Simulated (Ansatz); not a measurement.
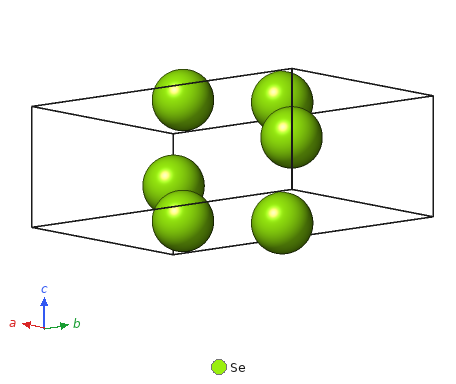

The image is a spheres-only drawing of a crystal, viewed from a general direction. The conventional unit cell is outlined; an atom on or near a face, edge or corner is repeated at each equivalent position.

The element is selenium. Its lattice is primitive orthorhombic, its space group Pnnm (No. 58). The cell holds four atoms.

Origin of the cell: a structure listed in the Materials Project. The geometry was optimised with Ansatz 0.2.0, DFT r2SCAN, scalar-relativistic, plane waves, PAW.
